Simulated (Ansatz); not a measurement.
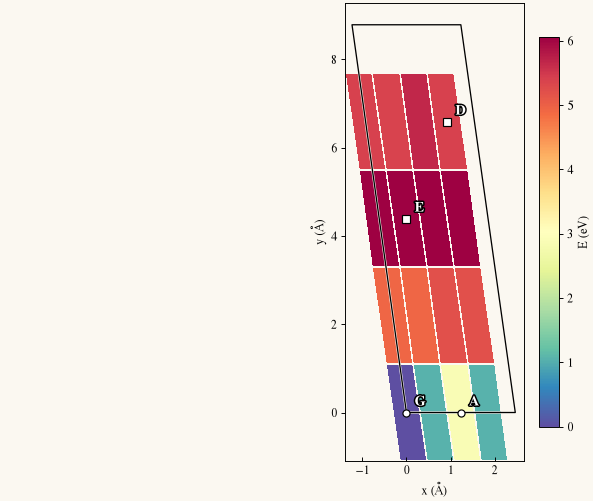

H on a C(101) slab cut from the P6/mmm phase, its upper half relaxed before the scan (12 atoms of substrate and one adsorbate in a 2 × 1 cell). H is moved over the surface cell; relaxed at each place: the height of the adsorbate's atoms; substrate rigid; the origin of the map has the adsorbate above C11. Places are given modulo a cell vector. The map is drawn in real space over the plane of the surface. Grid: 4 × 4 points. Places are given in fractions of the 1 × 1 surface cell. Energies: eV, counted from the lowest grid point. At some places the adsorbate sinks to or below the level of the top layer. These are results of Ansatz 0.2.0, DFT PBE, scalar-relativistic, plane waves, PAW, not measurements. Settings: cutoff 420 eV, k-mesh 6×3×1, gaussian smearing 0.1 eV, no spin polarisation.

Drawn: one coloured cell a grid point, the outline of one cell of the plane, lettered points.

Name the site at each letter.

A: a bridge site between two C atoms; D: a place at or below the level of the top layer; E: a place at or below the level of the top layer; G: the top site over a surface C atom.

Rank the lettered points by energy, lowest first.

G (0.0 eV), A (2.9 eV), D (5.4 eV), E (6.1 eV).

PAW datasets: the set soft_1.
